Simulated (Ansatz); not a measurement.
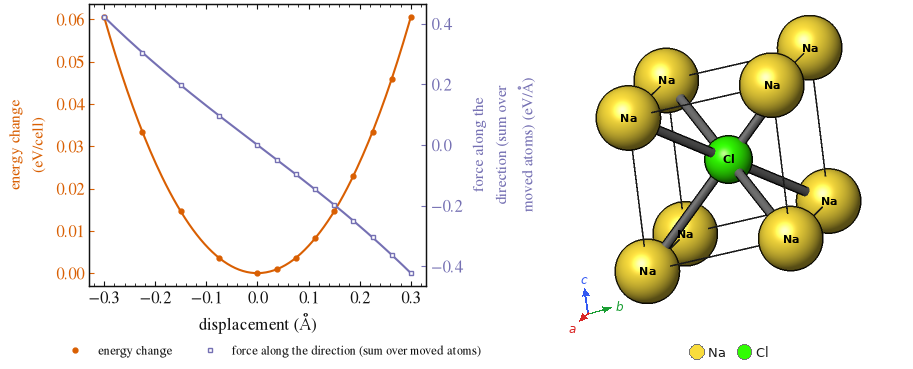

The plot gives the computed energy change and force along the direction (sum over moved atoms) against displacement for NaCl, space group Fm-3m (No. 225). The cell is drawn beside the plot.

Structure:
```xyz
2
Lattice="0.0000 2.8317 2.8317 2.8317 0.0000 2.8317 2.8317 2.8317 0.0000" Properties=species:S:1:pos:R:3 pbc="T T T"
Na    0.0000    0.0000    0.0000
Cl    2.8317    2.8317    2.8317
```

Computed with Ansatz 0.2.0: all atoms of one element of a crystal moved along a line, all else fixed, by plane-wave density functional theory with PAW datasets, free energies less that of the undisturbed cell; scalar-relativistic. Level: PBE, no spin polarisation.

```tsv
setting	value
wave cutoff	420 eV
k mesh	8×8×8
occupations	Gaussian
smearing width	0.05 eV
k shift	(0, 0, 0) (mesh steps)
start	as given
moved element	Cl
direction	(0.7071, -0.7071, 0) (Cartesian unit vector)
```

The points at displacement −0.225, −0.075, 0.15 and 0.3 follow from computed ones by symmetry.

Q: Is the given structure stable along this path?

A: Yes: the energy rises on both sides of the starting structure, which is therefore a minimum along this path.

Q: How does the force along the direction (sum over moved atoms) vary with displacement?

A: It falls from 0.4227 eV/Å at displacement −0.3000 Å to −0.4227 eV/Å at 0.3000 Å, and changes sign near 0.000 Å.

Q: What does the calculation give for the harmonic force constant k (E = k x²/2 near the start)?

A: 1.28 eV/Å².

Limits of the calculation: reference crystal is not relaxed.
